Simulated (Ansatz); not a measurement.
# Geometry relaxation, with input and output: Ni (part 2 of 2)

The same run, continued: Ni (Im-3m, 1 atom in the cell); DFT PBEsol, scalar-relativistic, plane waves, PAW, spin-polarised (Ansatz 0.2.0); cutoff 420 eV, 22×22×22 k-mesh, Gaussian smearing of 0.1 eV, collinear spins. The structure derives from a Materials Project entry.

Geometry of the input (Å; fractional positions):
```
-1.3837  1.3837  1.3837
1.3837  -1.3837  1.3837
1.3837  1.3837  -1.3837
Ni 0.0000  0.0000  0.0000
```

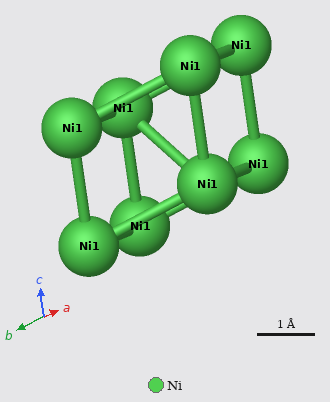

**Figure 1.** The geometry at step 2 of the log (ball-and-stick view of the cell of the calculation, seen at an oblique angle; atoms are numbered from 1 in the order of the input).

Log, continued
```
SCF iter   1: F=—  HF=-5804.871385 eV  |F-HF|=—  |Δ(HF+E_count)|=         —  Δρ=1.41e-5 (↑1.01e-5 ↓1.41e-5)  dr2=2.64e-8  dr2_m=5.45e-10  M=0.521 μB ∫|m|=0.575 μB  β_m=0.65  ethr=1.84e-7  ⟨swp⟩=2.4  Hψ=67639  notcnv=0
preconditioner: auto → none  [metal: Δε(μ)=0.005 eV  Ē_g=17.328 eV  σ=0.100 eV  W_gap=0.03  n_scr=0 (ndim 8)  ℏωp=36.3 eV  f_vac=0.000  D(μ)=1.43/eV (n_scr^D=18)]
SCF iter   2: F=—  HF=-5804.871385 eV  |F-HF|=—  |Δ(HF+E_count)|=   6.17e-7  Δρ=4.56e-6 (↑3.85e-6 ↓4.56e-6)  dr2=9.86e-10  dr2_m=3.47e-11  M=0.521 μB ∫|m|=0.575 μB  β_m=0.55  ethr=1.47e-10  ⟨swp⟩=2.4  Hψ=15503  notcnv=0
SCF iter   3: F=—  HF=-5804.871386 eV  |F-HF|=—  |Δ(HF+E_count)|=   4.58e-9  Δρ=6.44e-6 (↑6.44e-6 ↓3.39e-6)  dr2=4.99e-9  dr2_m=2.63e-10  M=0.521 μB ∫|m|=0.575 μB  β_m=0.42  ethr=5.48e-12  ⟨swp⟩=2.1  Hψ=15377  notcnv=0
SCF iter   4: F=—  HF=-5804.871386 eV  |F-HF|=—  |Δ(HF+E_count)|=   1.82e-9  Δρ=2.13e-6 (↑7.36e-7 ↓2.13e-6)  dr2=2.78e-10  dr2_m=1.01e-10  M=0.521 μB ∫|m|=0.575 μB  β_m=0.71  ethr=5.48e-12  ⟨swp⟩=2.0  Hψ=14798  notcnv=0
SCF iter   5: F=—  HF=-5804.871386 eV  |F-HF|=—  |Δ(HF+E_count)|=   3.28e-9  Δρ=1.41e-6 (↑3.20e-7 ↓1.41e-6)  dr2=1.24e-10  dr2_m=3.56e-11  M=0.521 μB ∫|m|=0.575 μB  β_m=0.86  ethr=1.55e-12  ⟨swp⟩=2.2  Hψ=13276  notcnv=0
SCF iter   6: F=—  HF=-5804.871386 eV  |F-HF|=—  |Δ(HF+E_count)|=  1.49e-10  Δρ=1.34e-6 (↑1.10e-6 ↓1.34e-6)  dr2=2.88e-10  dr2_m=1.58e-12  M=0.521 μB ∫|m|=0.575 μB  β_m=0.73  ethr=1.00e-12  ⟨swp⟩=2.0  Hψ=15210  notcnv=0
SCF iter   7: F=—  HF=-5804.871386 eV  |F-HF|=—  |Δ(HF+E_count)|=  6.28e-11  Δρ=5.34e-7 (↑4.65e-7 ↓5.34e-7)  dr2=4.93e-11  dr2_m=1.39e-13  M=0.521 μB ∫|m|=0.575 μB  β_m=0.87  ethr=1.00e-12  ⟨swp⟩=2.3  Hψ=12490  notcnv=0
SCF iter   8: F=—  HF=-5804.871386 eV  |F-HF|=—  |Δ(HF+E_count)|=  1.18e-11  Δρ=1.25e-7 (↑1.02e-7 ↓1.25e-7)  dr2=2.60e-12  dr2_m=1.52e-14  M=0.521 μB ∫|m|=0.575 μB  β_m=0.85  ethr=1.00e-12  ⟨swp⟩=1.0  Hψ=9237  notcnv=0
SCF iter   9: F=-5804.871386 eV  HF=-5804.871386 eV  |F-HF|=9.09e-13  |Δ(HF+E_count)|=    0.00e0  Δρ=1.90e-8 (↑1.51e-8 ↓1.90e-8)  dr2=6.66e-14  dr2_m=4.81e-16  M=0.521 μB ∫|m|=0.575 μB  ethr=1.00e-12  ⟨swp⟩=3.4  Hψ=33808  notcnv=0
SCF 4 converged in 9 iterations: F = -5804.871386 eV  dr2 = 6.66e-14
relax step   4: F+E_penalty+E_count = -5804.87138551 eV  Δ(F+E_penalty+E_count) = +5.337e-5 eV  max|allowed force component| = 0.000e0 eV/Å  Δτ_max = 0.0000 Å  P = +0.049 GPa  Ω = 10.456 Å³  stress off target by 4.88e-2 GPa  SCF on the basis re-selected at this cell (its energy is not comparable with the rows above)  (9 SCF iters)
```

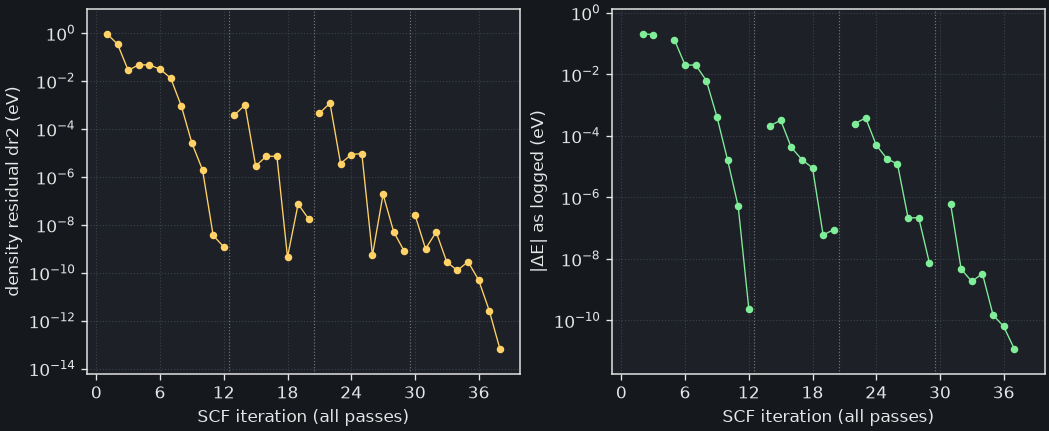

**Figure 2.** Convergence of the self-consistent field: density residual dr2 and size of the energy change against the SCF iteration. The dotted lines part the SCF passes of the relaxation: geometry steps, rejected trials and re-solves on a re-selected basis. The passes take 12, 8, 9 and 9 iterations.

```
basis re-selected at this cell: Δ(F+E_penalty+E_count) = +5.337e-5 eV, ΔP = +0.009 GPa vs the last step (what re-selecting the basis moved, of the pressure what is left beyond the Pulay correction that the steps carried, after the strain that the cell walked since its last selection, with what the two solves' SCF thresholds leave and, on support functions, any second-order correction that the steps lacked; it is no measure of the basis error at this ecutwfc). The dense FFT grid was sized anew with the basis: this SCF ran on 16×16×16 points, the steps before it on 18×18×18, so part of this shift can come from that change (see relax.cell in the input reference). This SCF's stress stands 4.88e-2 GPa from its target on what of the cell is left free (relax.cell.stress_tol is 5.00e-2 GPa) and its largest allowed force component is 0.00e0 eV/Å (relax.f_tol is 5.00e-3 eV/Å): within both
SCF converged after 9 iterations
Magnetization: 0.5211 μB (9.2605 up, 8.7395 down)
Absolute magnetization: 0.5754 μB (∫|ρ↑−ρ↓|, with the PAW one-centre terms)
Spin contamination: 0.0040 ħ² per cell (⟨S²⟩ above its minimum at these occupations)
Per-site moments (μB) at R_I (Å): [(0.5461946150907306, 0.9842107381501086)]
Free energy (F): -5804.871386 eV
Harris-Foulkes:  -5804.871386 eV  (|F-HF|=9.09e-13)
Internal energy: -5804.864230 eV  (E = F + TS)
E sigma→0 (E₀):  -5804.867808 eV
Entropy (-TS):   -0.007156 eV (-7.156 meV/atom)
Fermi energy:    18.765468 eV
--- Per-component energies (eV) ---
  E_band       = -269.801390
  E_kinetic    = 283.387276
  E_local      = -3371.556040  (includes V_loc(G=0)·N_el)
  E_nonlocal   = 636.877694
  E_hartree    = 1407.301051
  E_xc         = -84.739603
  E_vxc        = -109.677182  (∫ρ·V_xc dr)
  E_paw        = -1594.966975  (= ΣΔE_a)
  E_vpaw       = -523.435838  (= ΣTr[D̂ρ^β])
  E_aug_tail   = 0.000577  (compensation charges beyond the density's cutoff)
  E_ewald      = -3081.365498
  E_core_change = 0.197289  (= ΣΔE_core)
  E_smearing   = -0.007156  (= −TS)
  E_closure    = -0.000000  (closes the sum)
  Σ components = -5804.871386   (vs F -5804.871386, Δ=0.00e0)
--- Forces (eV/Å), atoms counted from 1 ---
  atom   1  Ni    -0.00000000     0.00000000    -0.00000000
  max |Σ_I F_I| component: 7.70e-32 eV/Å
--- Stress (GPa, compression-positive) ---
        0.048777       0.000000      -0.000000
        0.000000       0.048777      -0.000000
        0.000000      -0.000000       0.048777
  P = ⅓ Tr σ = 0.0488 GPa (0.488 kbar)
--- Band table (eV; the first three rows and the last of 656) ---
  k-point 0 ↑: bands = ["-84.3507", "-44.7325", "-44.7325", "-44.7325", "9.4661", "16.3870", "16.3870", "16.3870", "17.8955", "17.8955", "45.3576", "45.3576", "45.3576", "50.3388"]
  k-point 1 ↑: bands = ["-84.3498", "-44.7379", "-44.7343", "-44.7324", "9.5545", "16.3658", "16.3857", "16.4288", "17.8733", "17.8971", "44.6275", "45.2055", "45.2384", "49.7270"]
  k-point 2 ↑: bands = ["-84.3472", "-44.7537", "-44.7398", "-44.7324", "9.8171", "16.3041", "16.3787", "16.5522", "17.8148", "17.9024", "42.8856", "44.6774", "44.9344", "48.5675"]
  k-point 327 ↓: bands = ["-83.5972", "-44.2721", "-44.2721", "-44.2721", "14.6475", "14.6475", "19.2637", "19.2637", "19.2637", "28.7166", "28.7166", "28.7166", "34.8569", "34.8569"]
--- Relaxed structure (3 steps of the walk, 3 accepted, 1 SCFs on fresh bases) ---
  F+E_penalty+E_count = -5804.87138551 eV   max|allowed force component| = 0.000e0 eV/Å   (the final SCF, on the basis selected at the relaxed cell)
  cell:  # Å, volume = 10.4561 Å³
    - [-1.3775377808734193, 1.3775377808734193, 1.3775377808734193]
    - [1.3775377808734193, -1.3775377808734193, 1.3775377808734193]
    - [1.3775377808734193, 1.3775377808734193, -1.3775377808734193]
  atoms:
    - { symbol: Ni, position: [0.0, 0.0, 0.0] }
--- Löwdin populations: 1 site ---
  site symbol       q [e]    m [muB]
     0     Ni     17.7754     0.5414
  spilling = 0.012477 (of n_electrons = 18.000000)
```

File populations.tsv
```
# site	symbol	l	j	q_up	q_dn
# orbitals = lowdin
# n_electrons = 18.000000
# spilling = 0.012477
0	Ni	0_3S	-	0.997749	0.997799
0	Ni	0_4S	-	0.463582	0.470524
0	Ni	1_3P	-	2.998867	2.998784
0	Ni	2_3D	-	4.698186	4.149917
```

Trajectory as extended XYZ (Å, eV, eV/Å), 4 frames, from step=1 to step=4
```
1
Lattice="-1.3837 1.3837 1.3837 1.3837 -1.3837 1.3837 1.3837 1.3837 -1.3837" Properties=species:S:1:pos:R:3:forces:R:3 step=1 energy=-5804.87014 pressure_GPa=-2.84
Ni    0.0000    0.0000    0.0000    0.0000   0.0000   0.0000
1
Lattice="-1.3807 1.3807 1.3807 1.3807 -1.3807 1.3807 1.3807 1.3807 -1.3807" Properties=species:S:1:pos:R:3:forces:R:3 step=2 energy=-5804.87108 pressure_GPa=-1.47
Ni    0.0000    0.0000    0.0000    0.0000   0.0000   0.0000
1
Lattice="-1.3775 1.3775 1.3775 1.3775 -1.3775 1.3775 1.3775 1.3775 -1.3775" Properties=species:S:1:pos:R:3:forces:R:3 step=3 energy=-5804.87144 pressure_GPa=0.04
Ni    0.0000    0.0000    0.0000    0.0000   0.0000   0.0000
1
Lattice="-1.3775 1.3775 1.3775 1.3775 -1.3775 1.3775 1.3775 1.3775 -1.3775" Properties=species:S:1:pos:R:3:forces:R:3 step=4 energy=-5804.87139 pressure_GPa=0.05
Ni    0.0000    0.0000    0.0000    0.0000   0.0000   0.0000
```

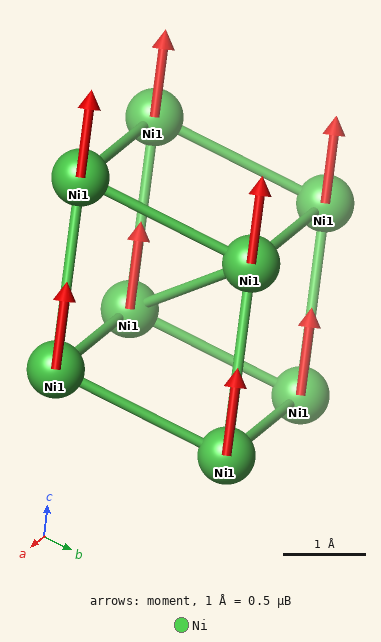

**Figure 3.** Magnetic moments of the sites as red arrows (ball-and-stick view of the cell of the calculation, seen slightly off an axis; atoms are numbered from 1 in the order of the input); small moments hardly show. The run is collinear, so the axis drawn is arbitrary. Site moments: Ni1 (0.55 μB). They are counted near the atoms and needn't add up to the moment of the cell.

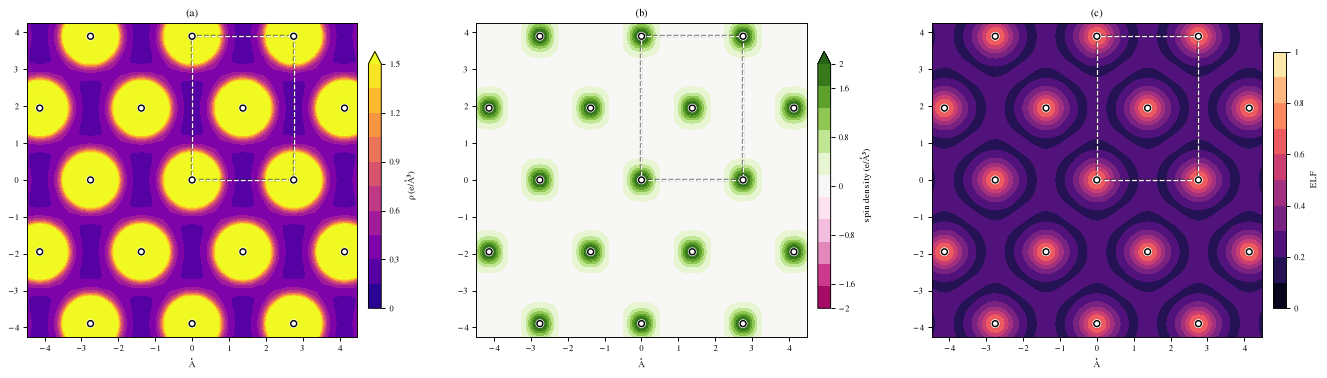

**Figure 4.** (a) valence charge density (pseudo); (b) spin density (up minus down); (c) ELF on the (011) plane of the conventional cell. Circles mark the nuclei in the plane (Ni). Atoms in the plane: Ni. Ni–Ni (2.39 Å): ρ is about 0.35 e/Å³ halfway; the ELF is about 0.25 at the midpoint (no shared electron pair). Away from the nuclei the density in this plane falls to 0.25 e/Å³ at its lowest. The strong features right at Ni lie inside the PAW spheres (semicore, d or f shells) and say nothing about bonding. The cell of the calculation (1 atoms) carries 0.5 μB net. In a PAW calculation such maps are meaningful between the atoms, not at the nuclei.

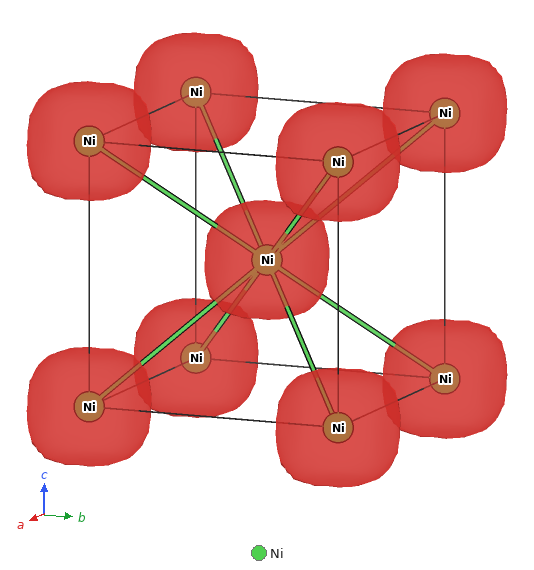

**Figure 5.** Isosurfaces of the spin density at +0.1 (red) and −0.1 e/Å³ (blue), seen slightly off an axis. Sticks mark near contacts. The outline is the cell set on symmetry axes. The cell of the calculation (1 atoms) carries 0.5 μB net. Only one sign reaches the isovalue.

Results in brief

- outcome: converged
- space group (tolerance 0.01 Å): Im-3m (229)
- electrons treated: 18
- free energy: −5804.8714 eV
- Fermi energy: 18.765 eV
- gap on the k-point mesh: none (metallic)
- net moment of the cell: 0.52 μB
- integrated absolute moment: 0.58 μB
- pressure: 0.05 GPa
- final volume: 10.46 Å³
- largest force (length of the vector) at the end: under 0.001 eV/Å
- final cell: a = 2.386 Å, b = 2.386 Å, c = 2.386 Å, α = 109.47°, β = 109.47°, γ = 109.47°
- hardware: 1 thread of Oxide Virtual Turin-like (Zen 5), 32 GiB of memory available, shared host
- wall time: 44 s
- peak memory: 0.41 GiB
